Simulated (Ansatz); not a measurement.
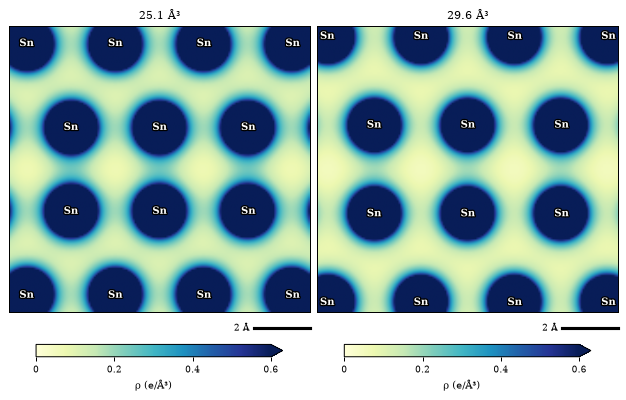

Sn. The valence charge density (pseudo) of cells scaled evenly to different volumes (given per atom above each panel), on the (110) plane of each (indices in the axes of the cell below), at one length scale and on one colour scale.

A generated structure, not necessarily the stable one.

Level of theory: DFT, revPBE, plane waves (420 eV) with PAW, scalar-relativistic (Ansatz 0.2.0).

The density is the valence pseudo-density of a PAW calculation; it isn't the true density close to the nuclei.

The largest cell:

```
Sn
1.0
     5.52012    0.00000    0.00000
    -2.76006    4.78056    0.00000
     0.00000    0.00000    3.36807
Sn
3
Direct
  0.00000 0.00000 0.00000
  0.33333 0.66667 0.50000
  0.66667 0.33333 0.50000
```

| volume (Å³/atom) | Sn–Sn contact in the plane (Å) | ρ at its midpoint (e/Å³) | pressure (GPa) | 
| --- | --- | --- | --- |
| 25.07 | 3.014 | 0.245 | 8.0 | 
| 26.21 | 3.059 | ? | ? | 
| 29.63 | 3.187 | 0.190 | −1.2 | 

**What values belong in the row with question marks?**

Over the known rows ln ρ falls by 1.47 per Å of Sn–Sn distance (the line through the two), which gives 0.229 e/Å³ at 3.059 Å; the calculation gives 0.229 e/Å³. For the pressure, a straight line in volume between the neighbouring rows gives 5.7 GPa; the calculation gives 4.8, lower because pressure rises ever faster on compression.
